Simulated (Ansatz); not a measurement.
Single-point calculation, with input and output: Si

- system: Si (slab, 11 atoms in the cell)
- method: DFT PBE, scalar-relativistic, plane waves, PAW, no spin polarisation (Ansatz 0.2.0)

The structure derives from an entry of the Crystallography Open Database. It belongs to a series of runs on one base structure; here: clean surface. Figures and captions count atoms from 1; the log counts them from 0 in places.

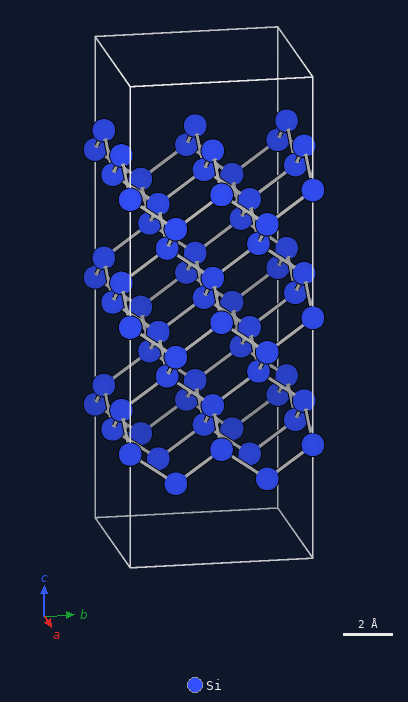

Fig. 1: The input geometry (ball-and-stick view of the 2 × 2 repeat of the cell, with the vacuum cut short, seen slightly off an axis). Near neighbours in the crystal (not all of them lie inside the picture): Si has 2 Si at 2.35 Å; Si has 4 Si at 2.35 to 2.36 Å.

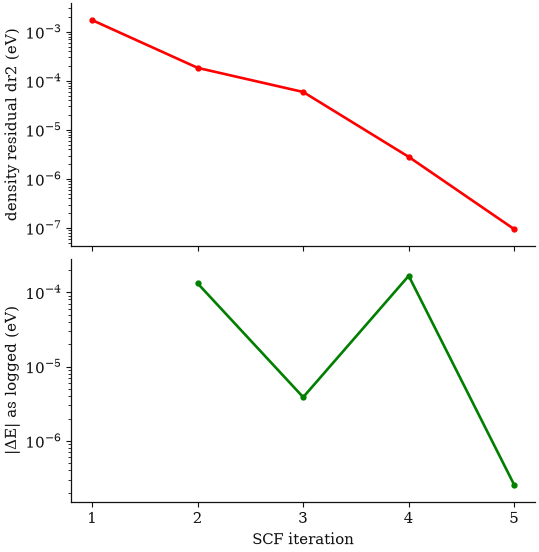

Fig. 2: Convergence of the self-consistent field: density residual dr2 and size of the energy change against the SCF iteration. The residual falls at every step.

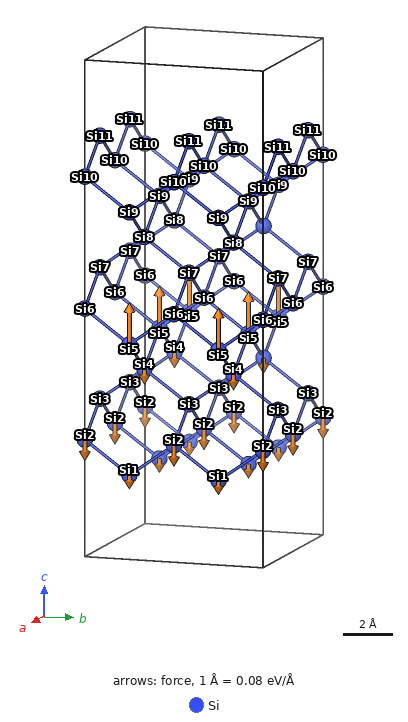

Fig. 3: Forces on the atoms as orange arrows (ball-and-stick view of the 2 × 2 repeat of the cell, with the vacuum cut short, seen slightly off an axis; atoms are numbered from 1 in the order of the input); the smallest are left out. The largest act on Si5 (0.14 eV/Å); Si2 (0.07 eV/Å); Si1, Si4 (0.05 eV/Å). The geometry is not a stationary point of this energy.

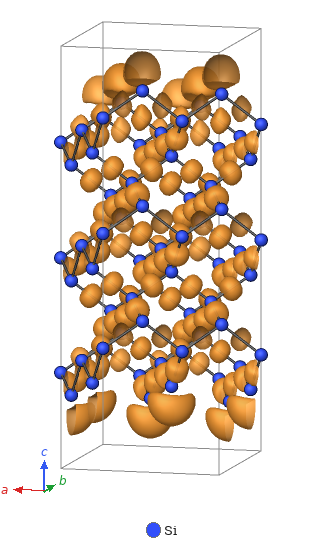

Fig. 4: Isosurface of the ELF at 0.85 (orange), seen at an oblique angle. Only the valence region is drawn (cores and ρ < 0.01 e/Å³ removed). Sticks mark near contacts. Counts are for one cell; the picture repeats the cell along the surface. In a PAW calculation such maps are meaningful between the atoms, not at the nuclei.

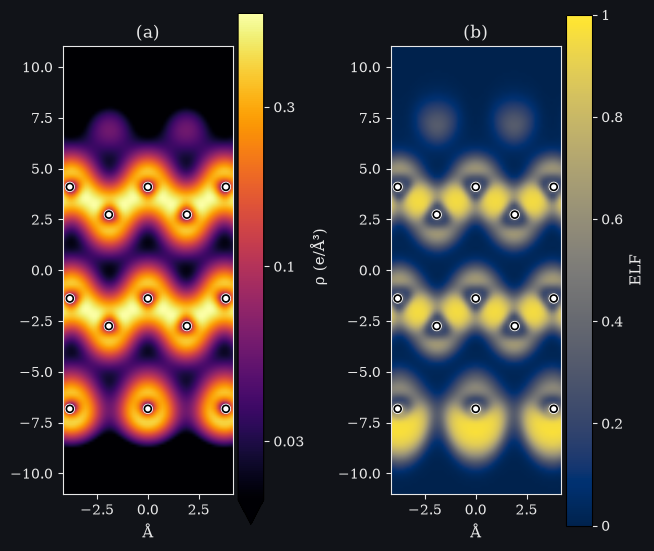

Fig. 5: (a) valence charge density (pseudo); (b) ELF on the (010) plane of the calculation cell, a cut from vacuum to vacuum. Circles mark the nuclei in the plane (Si). Atoms in the plane: Si. Si–Si (2.35 Å): ρ at the midpoint is about 0.57 e/Å³, a local maximum along the line; the ELF peaks at about 0.95 between the atoms (a covalent bond). The density dies away to nearly zero in the vacuum.

These pictures come from the run below.

Input file:
```yaml
crystal:
  lattice:
    - [3.8402545, 0.0, 0.0]
    - [0.0, 3.8402545, 0.0]
    - [0.0, 0.0, 33.5773498092]
  atoms:
    - { symbol: Si, position: [0.0, 0.5, 0.2978198118] }
    - { symbol: Si, position: [0.0, 0.0, 0.3382558438] }
    - { symbol: Si, position: [0.5, 0.0, 0.3786918852] }
    - { symbol: Si, position: [0.5, 0.5, 0.4191279266] }
    - { symbol: Si, position: [0.0, 0.5, 0.4595639586] }
    - { symbol: Si, position: [0.0, 0.0, 0.5005248971] }
    - { symbol: Si, position: [0.5, 0.0, 0.5414915957] }
    - { symbol: Si, position: [0.5, 0.5, 0.5824395581] }
    - { symbol: Si, position: [0.0, 0.5, 0.6231219349] }
    - { symbol: Si, position: [0.0, 0.0, 0.663886854] }
    - { symbol: Si, position: [0.5, 0.0, 0.7044361344] }
basis:
  ecutwfc: 420
  fft_grid_basis: typed
kpoints:
  mp_grid: { grid: [22, 22, 1] }
hamiltonian:
  xc: pbe
scf:
  occupations: { method: gaussian, width: 0.1 }
output:
  forces: true
  eigenvalues: true
  band_densities:
    - { e_range: [-2.0, -1.0] }
    - { e_range: [-1.0, -0.5] }
    - { e_range: [-0.5, -0.25] }
    - { e_range: [-0.25, 0.0] }
    - { e_range: [0.0, 0.25] }
    - { e_range: [0.25, 0.5] }
    - { e_range: [0.5, 1.0] }
    - { e_range: [1.0, 1.5] }
  band_residual_tolerance: 1.0e-05
  write_potential: true
  elf: true
  write_density: true
  volumetric_format: npy
efield:
  axis: 3
  dipole_correction: true
  ramp_width: 0.04
checkpoint:
  read: start.run
  write: ck
  compress: false
  write_wavefunctions: false
  write_every: 100000
```

Launch command:
```bash
ansatz run input.yaml --threads 4 --pin off --max-ram 5898MiB --backend cpu --events-out ev --progress --plain --runs-dir out
```

Log:
```
Engine: ansatz 0.2.0, aarch64-unknown-linux-gnu
Pseudopotentials: kind: paw
Pseudopotential: Si, paw, valence charge 4, recommended cutoff 420 eV (normal), Si.paw.azcp
Functional definition: PBE
  parameter kappa = 0.804
  parameter beta = 0.06672455060314922
  exchange = pbe_x(kappa = kappa, mu = beta*pi^2/3)
  correlation = pbe_c(beta = beta)
Crystal: 11 atoms, lattice volume = 495.184 Å³
Basis set: ecut = 420 eV, 9721 PW (Γ), exchange–correlation on 54×54×450 points (8 copies of the dense FFT grid, shifted against one another)
Bands: 33, of which v1, the nominal top of the filled ones, is band 22 counted from 1 (21 counted from 0)
Symmetry: 4 space group operations
Space group: Pmm2 (ITA 25), of the structure as read, at distance tolerance 7.9e-5 Å
k-points: 144 of 484
Non-local potential: Si, projectors of the file, l = 0: 2, l = 1: 2, l = 2: 2
PAW form: soft (Blöchl's): semilocal exchange-correlation on the pseudo side does not see the compensation charge
PAW one-centre angular grid: Si, 110 points (default); XC on 64 Gauss nodes
Initial density: read from a saved state, or passed on in memory by an earlier SCF of this step, an earlier step, the calling program or the single point that the run made first
Stability of the state it starts from, as read at its close in the unpolarized treatment: not read negative (Ritz values of 1 − χ₀K, real part plus size of imaginary part, from 1.0 to 1.1, by its mixing steps under the symmetry group of the SCF that read it)
Initial wavefunctions: pseudopotential atomic-orbital guess
Functional: x = pbe(κ = 0.804, μ = 0.2195149727645171), c = pbe(β = 0.06672455060314922)
iter 1 solved again at ethr=1.50e-5 eV; its pass at ethr=3.10e-3 eV (dr2=6.61e-3 eV) is discarded
SCF iter   1: F=—  HF=-6989.916762 eV  |F-HF|=—  |Δ(HF+E_count)|=         —  Δρ=1.83e-4  dr2=1.73e-3  ethr=1.50e-5  p=-0.000 e·Å  D=-9.08e-5 V/Å  ΔV_dip=0.00 eV  dr2_dipole=6.42e-5  V_vac-E_F(+/−)=5.43/5.42 eV  ⟨swp⟩=2.4  Hψ=41791  notcnv=0
efield: sawtooth ramp at fractional position 0.9800 (handed on by an earlier solve), width 0.0400; the density the first Hamiltonian is built on has a dipole p = -0.000 e·Å; the dipole correction subtracts the counter field D = -9.08e-5 V/Å, which shifts the + side's vacuum level by +0.00 eV against the − side's; the planar-averaged density in the ramp window peaks in size at 2.5e-8 e/Å³
preconditioner: auto → LDOS  [metal: Δε(μ)=0.003 eV  Ē_g=7.359 eV  σ=0.100 eV  W_gap=0.02  n_scr=54 (ndim 8)  ℏωp=11.1 eV  f_vac=0.476  D(μ)=5.22/eV (n_scr^D=14)  β→1.0]
SCF iter   2: F=—  HF=-6989.916632 eV  |F-HF|=—  |Δ(HF+E_count)|=   1.31e-4  Δρ=7.11e-5  dr2=1.84e-4  ethr=3.92e-6  p=-0.000 e·Å  D=-6.41e-5 V/Å  ΔV_dip=0.00 eV  dr2_dipole=3.86e-7  V_vac-E_F(+/−)=5.43/5.43 eV  ⟨swp⟩=1.0  Hψ=4800  notcnv=0
SCF iter   3: F=—  HF=-6989.916628 eV  |F-HF|=—  |Δ(HF+E_count)|=   3.87e-6  Δρ=3.35e-5  dr2=5.93e-5  ethr=4.18e-7  p=-0.000 e·Å  D=-6.71e-5 V/Å  ΔV_dip=0.00 eV  dr2_dipole=2.06e-7  V_vac-E_F(+/−)=5.43/5.43 eV  ⟨swp⟩=2.0  Hψ=5179  notcnv=0
SCF iter   4: F=—  HF=-6989.916462 eV  |F-HF|=—  |Δ(HF+E_count)|=   1.66e-4  Δρ=1.01e-5  dr2=2.82e-6  ethr=1.35e-7  p=-0.000 e·Å  D=-6.85e-5 V/Å  ΔV_dip=0.00 eV  dr2_dipole=7.41e-9  V_vac-E_F(+/−)=5.43/5.43 eV  ⟨swp⟩=1.2  Hψ=4817  notcnv=0
SCF iter   5: F=-6989.916462 eV  HF=-6989.916462 eV  |F-HF|=4.35e-8  |Δ(HF+E_count)|=   2.56e-7  Δρ=2.67e-6  dr2=9.45e-8  ethr=2.27e-10  p=-0.000 e·Å  D=-6.92e-5 V/Å  ΔV_dip=0.00 eV  dr2_dipole=1.51e-11  V_vac-E_F(+/−)=5.44/5.43 eV  ⟨swp⟩=22.2  Hψ=56333  notcnv=0
SCF 1 converged in 5 iterations: F = -6989.916462 eV  dr2 = 9.45e-8
  greatest PAW one-centre occupation: 0.696 electrons in one spin orbital (limit 2), on the Si atom at site 10 (counted from 0), in its partial waves of l = 0
WARN: The output density's exchange-correlation potential varies sharply where the density is thin. Do not read a vacuum level from v_tot or v_xc, or from such a field of the output density. On a cell that repeats whose density bears no net charge and no dipole along the vacuum's axis use v_es (v_loc + v_h of the components); under efield.dipole_correction with no amplitude use v_es + v_field, which holds any external_charges[].barrier, or the levels of the report's work_function block, which leave it out; under a non-zero efield.amplitude the vacuum is tilted and has no level; on a cell that repeats and bears such a dipole with no correction it is tilted too, and efield.dipole_correction with no amplitude gives each side of its ramp a level where efield: is served; in a cell that repeats whose density bears a net charge (total_charge, or a fill off its count) it is curved and has none; of a slab under crystal.periodic whose density bears no net charge use v_es, which has a level on each side, short of where the two are joined; of another it falls or rises all the way out and has none; of a slab beside external_charges read slab_vacuum_level instead, which it has where they leave it neutral. The grid or the basis barely resolves most such structure, and the values can differ between equally converged runs; as a rule a tighter scf.convergence.dr2_threshold does not remove it. Where the density itself ripples (under the LDA too) a higher basis.ecutwfc lessens it. The files hold the spikes' plane waves up to the density's cutoff. Files: v_tot_of_output_density and the like, and their columns of v_z.tsv (output.write_potential); v_xc_of_output_density and the like, and their columns of v_comp_z.tsv (output.write_potential_components). Measured: with its Gaussian average of σ = 0.25 Å subtracted twice, the exchange-correlation potential is over 0.1 eV at 2 of the grid points where the equally averaged density (valence and model cores) is under 1e-3 e/Å³, and 0.137 eV at the most among them, at an averaged density of 1.1e-9 e/Å³. The input density's (outcome.potential() and, of a run that writes arrays, v_tot and v_xc) is over 0.1 eV, so measured, at 183 points of its own thin density, 0.127 eV at the most. See output.write_potential in the manual, Limitations
SCF converged after 5 iterations
Free energy (F): -6989.916462 eV
Harris-Foulkes:  -6989.916462 eV  (|F-HF|=4.35e-8)
Internal energy: -6989.890286 eV  (E = F + TS)
E sigma→0 (E₀):  -6989.903374 eV
Entropy (-TS):   -0.026176 eV (-2.380 meV/atom)
Fermi energy:    -0.306399 eV
Dipole field:    D = -0.000073 V/Å  (p = -0.000198 e·Å, saw-weighted, corrected)
Work function:   Φ+ = 5.4361 eV   Φ− = 5.4337 eV
Levels:          The Fermi level and band energies are counted from a zero that moves with the ramp; work functions are not
--- Per-component energies (eV) ---
  E_band       = -217.892490
  E_kinetic    = 434.054903
  E_local      = -20452.755925  (includes V_loc(G=0)·N_el)
  E_nonlocal   = 285.939845
  E_hartree    = 10023.716728
  E_xc         = -601.908599
  E_vxc        = -506.921893  (∫ρ·V_xc dr)
  E_paw        = -5638.984241  (= ΣΔE_a)
  E_vpaw       = -25.676930  (= ΣTr[D̂ρ^β])
  E_aug_tail   = 0.000070  (compensation charges beyond the density's cutoff)
  E_efield     = 0.000000  (sawtooth field / dipole correction)
  E_vefield    = 0.000091  (∫n·V_field dr)
  E_ewald      = 8960.046934
  E_smearing   = -0.026176  (= −TS)
  E_closure    = -0.000000  (closes the sum)
  Σ components = -6989.916462   (vs F -6989.916462, Δ=0.00e0)
--- Forces (eV/Å), atoms counted from 1 ---
  atom   1  Si     0.00000000     0.00000000    -0.04876808
  atom   2  Si     0.00000000     0.00000000    -0.07301650
  atom   3  Si     0.00000000     0.00000000     0.01036513
  atom   4  Si     0.00000000     0.00000000    -0.05422839
  atom   5  Si     0.00000000     0.00000000     0.14125999
  atom   6  Si     0.00000000     0.00000000     0.01942913
  atom   7  Si     0.00000000     0.00000000    -0.00994064
  atom   8  Si     0.00000000     0.00000000    -0.00052035
  atom   9  Si     0.00000000     0.00000000    -0.00769463
  atom  10  Si     0.00000000     0.00000000     0.01249216
  atom  11  Si     0.00000000     0.00000000     0.01062974
  max |Σ_I F_I| component: 7.57e-6 eV/Å
--- Band table (eV; the first three rows and the last of 144) ---
  k-point 0: bands = ["-11.9752", "-11.5435", "-10.8845", "-10.0338", "-8.9763", "-7.7486", "-6.3716", "-4.8858", "-3.3589", "-2.8750", "-2.8680", "-2.4848", "-2.4782", "-1.9001", "-1.8950", "-1.8506", "-1.2018", "-1.1887", "-0.4948", "-0.4909", "-0.4139", "0.0322", "0.5964", "0.6221", "1.0940", "1.1267", "1.7601", "1.8187", "1.8212", "1.8463", "2.3051", "2.6754", "3.1253"]
  k-point 1: bands = ["-11.9574", "-11.5262", "-10.8682", "-10.0192", "-8.9647", "-7.7423", "-6.3752", "-4.9085", "-3.4267", "-2.9799", "-2.8609", "-2.5617", "-2.4718", "-2.0974", "-1.8893", "-1.8365", "-1.2160", "-1.1953", "-0.7568", "-0.4962", "-0.2610", "0.0040", "0.6532", "0.7545", "1.1996", "1.2229", "1.7188", "1.8285", "1.8610", "1.9515", "2.3931", "2.7622", "3.0219"]
  k-point 2: bands = ["-11.9039", "-11.4743", "-10.8195", "-9.9761", "-8.9317", "-7.7245", "-6.3891", "-4.9845", "-3.6342", "-3.2542", "-2.8189", "-2.7595", "-2.4462", "-2.4331", "-1.9558", "-1.8574", "-1.3881", "-1.1766", "-1.0285", "-0.5014", "-0.1562", "-0.1098", "0.7548", "1.0475", "1.4412", "1.5261", "1.5736", "1.8573", "2.0898", "2.2216", "2.5228", "2.8683", "3.0675"]
  k-point 143: bands = ["-7.9589", "-7.9546", "-7.9415", "-7.9340", "-7.8603", "-7.8589", "-7.8335", "-7.6961", "-7.6585", "-6.7909", "-6.7733", "-3.8197", "-3.8002", "-3.7849", "-3.7800", "-3.3657", "-3.2896", "-3.2854", "-3.2345", "-2.9764", "-0.9021", "-0.8996", "-0.8934", "-0.7727", "1.0716", "1.1820", "1.1902", "1.4980", "2.3983", "2.6112", "2.6113", "3.2851", "4.0424"]
--- Band densities, each state counted as filled ---
  window                                       electrons  max residual (eV)  cut levels
  e_range: [-2, -1]                             5.553719             2.9e-9           0
  e_range: [-1, -0.5]                           2.198347             4.3e-9           0
  e_range: [-0.5, -0.25]                        1.500000             3.4e-9           0
  e_range: [-0.25, 0]                           1.805785             5.3e-9           0
  e_range: [0, 0.25]                            1.115702             4.9e-6           0
  e_range: [0.25, 0.5]                          0.450413             3.5e-6           0
  e_range: [0.5, 1]                             0.710744             3.3e-6           0
  e_range: [1, 1.5]                             0.979339             3.4e-6           0
```

File band_densities.tsv:
```
# window	n_electrons	max_residual_ev	n_cut_levels
# fermi_ev = -0.306399
# range_zeros_ev = -0.306399
# range_zeros_ev: from where a range's energies are measured, in spin up and in spin down where the run solves two channels
e_range_-2_-1	5.553719	2.855e-9	0
e_range_-1_-0.5	2.198347	4.278e-9	0
e_range_-0.5_-0.25	1.500000	3.434e-9	0
e_range_-0.25_0	1.805785	5.298e-9	0
e_range_0_0.25	1.115702	4.921e-6	0
e_range_0.25_0.5	0.450413	3.511e-6	0
e_range_0.5_1	0.710744	3.343e-6	0
e_range_1_1.5	0.979339	3.360e-6	0
```

Results in brief:

- outcome: converged
- electrons treated: 44
- free energy: −6989.9165 eV
- work function, top face: 5.44 eV
- work function, bottom face: 5.43 eV
- Fermi energy: −0.306 eV
- gap on the k-point mesh: none (metallic)
- work function (upper face): 5.44 eV
- largest force (length of the vector): 0.141 eV/Å
- hardware: 4 threads of Arm Neoverse N1, 24 GiB of memory available, shared host
- wall time: 2.5 min (CPU time 10 min)
- peak memory: 2 GiB

Notes:

The program warns: the exchange-correlation potential is rough where the density is thin.
